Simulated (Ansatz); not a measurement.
HfN

```
Hf N
1.0
     2.26239    2.26239    0.00000
     2.26239   -2.26239    0.00000
     0.00000    0.00000   -4.52478
Hf N
2 2
Direct
  0.50000 0.50000 0.98895
  0.00000 0.00000 0.48895
  0.50000 0.50000 0.50000
  0.00000 0.00000 0.00000
```

Space group I4mm; started from the rocksalt prototype; changed on purpose from its base cell (atom 1 (Hf) moved 0.05 A along z); not relaxed (largest force 0.6 eV/Å); computed without spin polarisation.

Computed with DFT r2SCAN, scalar-relativistic, plane waves, PAW (Ansatz).

The density is the valence pseudo-density of a PAW calculation; it isn't the true density close to the nuclei.

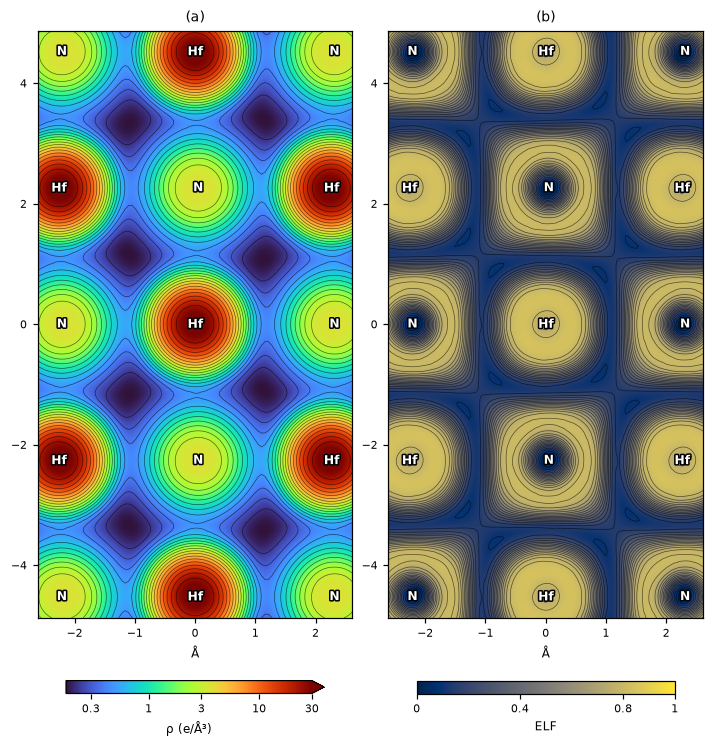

Figure 1. (a) valence electron density; (b) electron localisation function on the (11̄0) plane of the conventional cell.

Interpret the plot.

Answer. Atoms in the plane: Hf and N.
Hf–N (2.21 Å): ρ is about 0.57 e/Å³ halfway; the ELF peaks at about 0.80 in the valence shell of N, 0.6 Å from its nucleus, and drops to about 0.15 between the two atoms: no shared electron pair shows on this line.
Hf–Hf (3.20 Å): ρ at the midpoint is about 0.18 e/Å³; the ELF is about 0.15 at the midpoint; no shared electron pair shows on this line.
Hf–N (2.26 Å): the density is about 0.5 e/Å³ at the midpoint; the ELF peaks at about 0.80 in the valence shell of N, 0.7 Å from its nucleus, and is about 0.15 at the midpoint: no localised pair shows between them.
Hf–N (2.31 Å): the density is about 0.45 e/Å³ at the midpoint; the ELF peaks at about 0.80 in the valence shell of N, 0.7 Å from its nucleus, and is about 0.15 at the midpoint; no localised pair shows between them.
Between the atoms the lowest density in this plane is 0.18 e/Å³.
The features right at Hf lie inside the PAW spheres, where the map follows smoothed inner orbitals and isn't to be read closely.

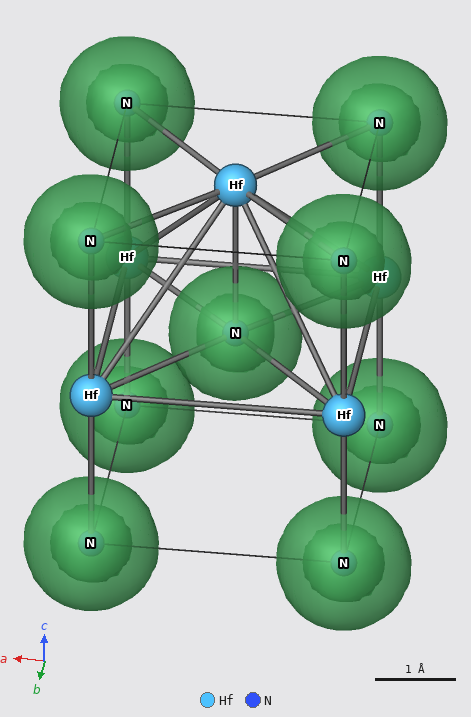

Figure 2. Isosurface of the electron localisation function at 0.75 (green), seen at an oblique angle. Only the valence region is drawn (cores and ρ < 0.01 e/Å³ removed). Sticks mark near contacts.

Identify the bonds, lone pairs and shells in this picture.

Answer. The ELF exceeds this value in two regions wrapped around N (the valence shell of each), counted in one cell of 4 atoms. Any copies at cell faces, edges or corners count once.

Metal or insulator at this level of theory?

Answer. It is gapless in this calculation (a metal or semimetal).
